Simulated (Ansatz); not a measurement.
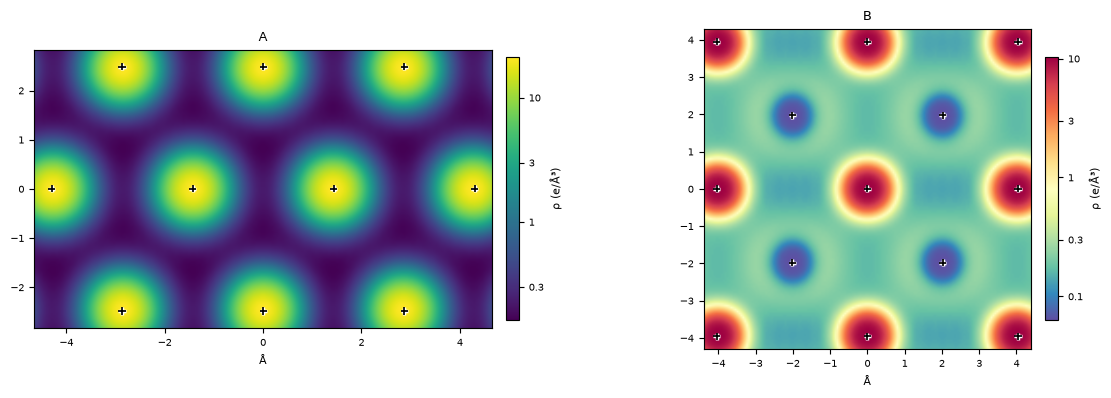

The valence electron density of 2 systems, each on a plane through atoms (crosses mark nuclei in the plane).

Theory: DFT PBEsol, scalar-relativistic, plane waves, PAW (Ansatz).

System 1: Ag, the (001) plane of the conventional cell. Space group P-3m1.

System 2: TiAl, the (110) plane of the conventional cell. Space group P4/mmm; a structure from a database of computed crystals, not necessarily the ambient phase; computed without spin polarisation.

**Match each panel to its system.**

Panel A is system 1, Ag: the plane holds Ag. Ag–Ag (2.87 Å): ρ is about 0.22 e/Å³ halfway. Panel B is system 2, TiAl: the plane holds Ti and Al. Ti–Al (2.83 Å): ρ is about 0.21 e/Å³ halfway.
